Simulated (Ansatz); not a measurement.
Mg6O5 (distorted or defective cell)

```xyz
11
Lattice="5.5909 0.0000 0.0000 0.0000 5.5909 0.0000 0.0000 0.0000 5.5909" Properties=species:S:1:pos:R:3 pbc="T T T"
Mg    1.3977    0.0000    2.7954
Mg    0.0000    2.7954    1.3977
Mg    2.7954    4.1931    0.0000
Mg    4.1931    0.0000    2.7954
Mg    0.0000    2.7954    4.1931
Mg    2.7954    1.3977    0.0000
O     2.7954    0.0000    1.3977
O     0.0000    4.1931    2.7954
O     4.5426    2.0955    0.0000
O     2.7954    0.0000    4.1931
O     0.0000    1.3977    2.7954
```

Changed on purpose from its base cell (O vacancy; atom 9 moved 0.125 of the way to it and -0.700 A across, host rigid); not relaxed (largest force 1.8 eV/Å); PAW files of the earlier set (soft_1).

Theory: DFT PBEsol, scalar-relativistic, plane waves, PAW in Ansatz 0.2.0.

The density is the valence pseudo-density of a PAW calculation; it isn't the true density close to the nuclei.

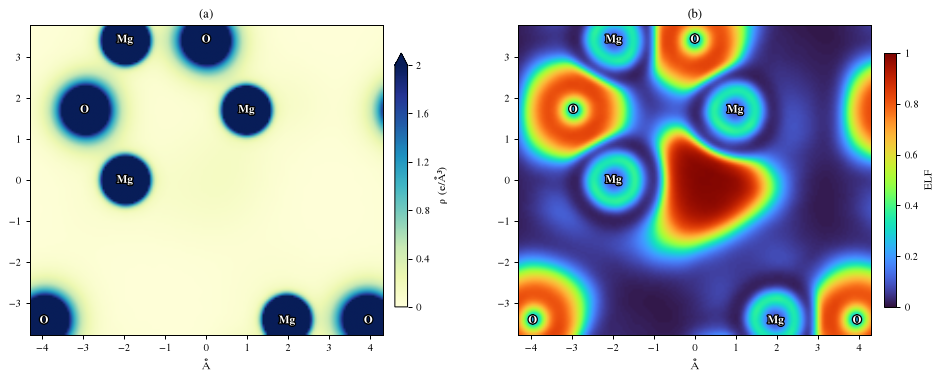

Figure 1. (a) valence charge density (pseudo); (b) ELF on the (111) plane of the calculation cell.

> Describe what can be read from this map.

- Atoms in the plane: Mg and O.
- Mg–O (1.98 Å): the density is about 0.45 e/Å³ at the midpoint; the ELF peaks at about 0.85 in the valence shell of O, 0.7 Å from its nucleus, and is about 0.35 at the midpoint: a closed-shell, largely ionic contact.
- Between the atoms the lowest density in this plane is 0.008 e/Å³.
- The ELF has a maximum of about 1 in the space between the atoms, on no atom or two-centre bond.

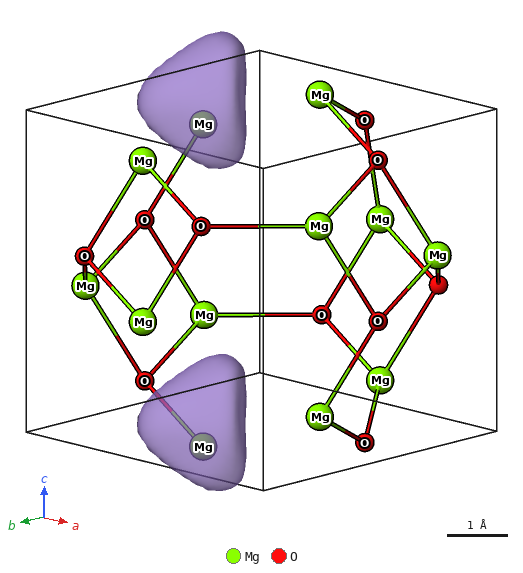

Figure 2. Isosurface of the ELF at 0.9 (purple), seen at an oblique angle. Only the valence region is drawn (cores and ρ < 0.01 e/Å³ removed). Sticks mark near contacts.

> Identify the bonds, lone pairs and shells in this picture.

At this value the surface marks out one pocket between the atoms, centred on no nucleus (multi-centre or interstitial), counted in one cell of 11 atoms. Any copies at cell faces, edges or corners count once. Profiles from the grid: Mg–O (1.88 Å): the ELF peaks at about 0.85 in the valence shell of O, 0.7 Å from its nucleus, and is about 0.40 at the midpoint: an ionic contact with no shared pair.

> Metal or insulator at this level of theory?

It is gapped, with a Kohn–Sham gap of 1.1 eV on the k-point mesh, an upper bound to the gap of this method.
